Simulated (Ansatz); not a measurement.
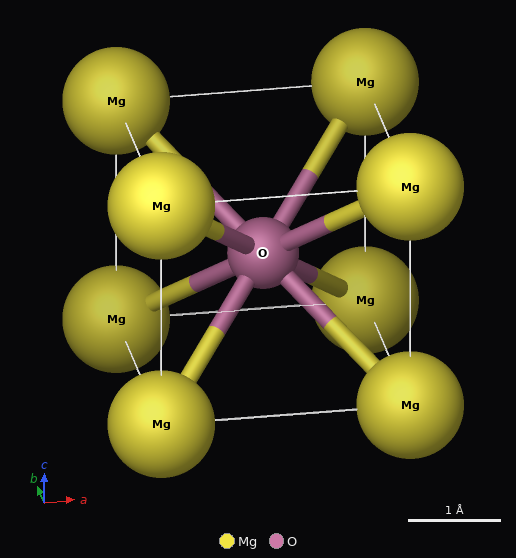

A ball-and-stick rendering, viewed from a general direction. The box is the conventional unit cell; atoms on or close to its faces, edges and corners are drawn wherever they repeat.

MgO, space group P4/mmm (No. 123), a = 2.76 Å, b = 2.76 Å, c = 2.62 Å, α = 90.00°, β = 90.00°, γ = 90.00°.

Setup: Ansatz 0.2.0, DFT, r2SCAN, plane waves, PAW; an energy cutoff of 500 eV, a 10×10×10 k-point mesh, no spin polarisation.

Is the electronic structure metallic or gapped?

Answer. A semiconductor at this level, with a gap of 2.20 eV, indirect; the smallest direct gap is 2.99 eV.

State the hydrostatic pressure.

Answer. The computed pressure is -12.4 GPa (stretched: it would shrink). The stress isn't hydrostatic: its largest component is 22.2 GPa.

It goes back to a structure type filled with these elements by a generator (whether the compound takes this form wasn't checked). The cell was then strained or its atoms displaced on purpose. It was run through Ansatz as a DFT input.

At this level of theory the cell isn't at rest (stretched, at -12 GPa), so its distances can differ from those at equilibrium, the more so the softer the solid.
